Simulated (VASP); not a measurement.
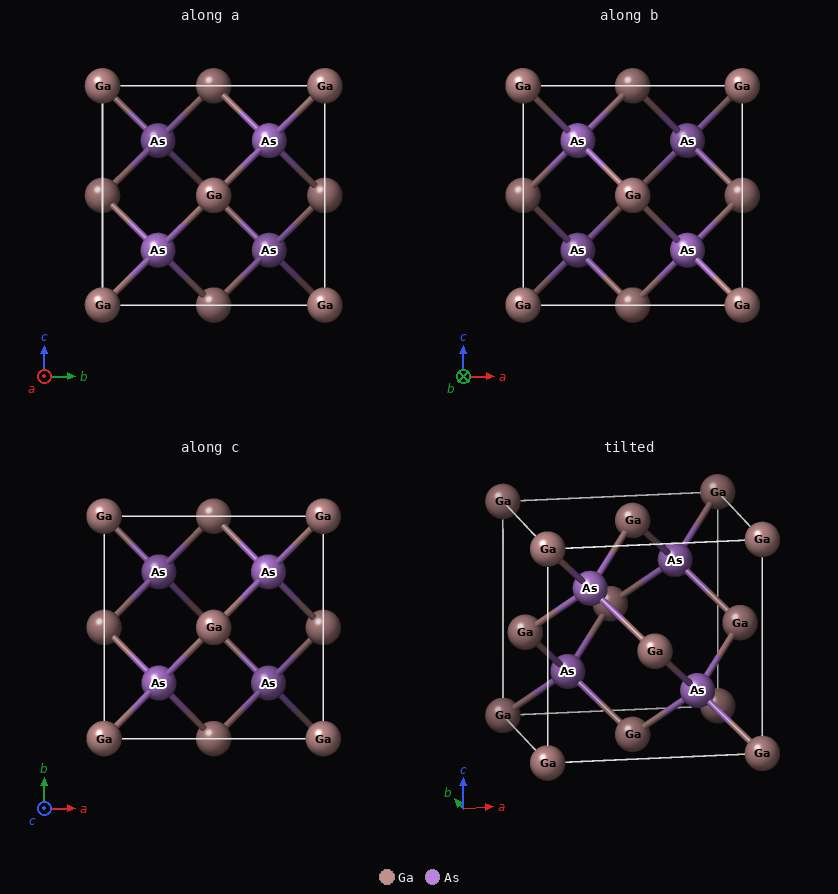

View along the a axis, along the b axis, along the c axis and slightly off an axis, drawn as a ball-and-stick model. The parallelepiped is the drawn cell (a repeat of the simulation cell).

Lattice parameters: a = 5.623 Å, b = 5.703 Å, c = 5.623 Å, α = 90.00°, β = 90.00°, γ = 90.00°. Put a along x and b in the xy plane.

Q: Record the structure as a POSCAR file.

A:
```
Ga As
1.0
     5.623    0.000    0.000
     0.000    5.703    0.000
     0.000    0.000    5.623
Ga As
4 4
Direct
  0.0000 0.0000 0.0000
  0.5000 0.0000 0.5000
  0.5000 0.5000 0.0000
  0.0000 0.5000 0.5000
  0.7500 0.2500 0.2500
  0.2500 0.2500 0.7500
  0.2500 0.7500 0.2500
  0.7500 0.7500 0.7500
```

Its origin is a structure type filled with these elements by a generator (whether the compound takes this form wasn't checked). The cell was then strained or its atoms displaced on purpose. It went into a calculation with VASP.
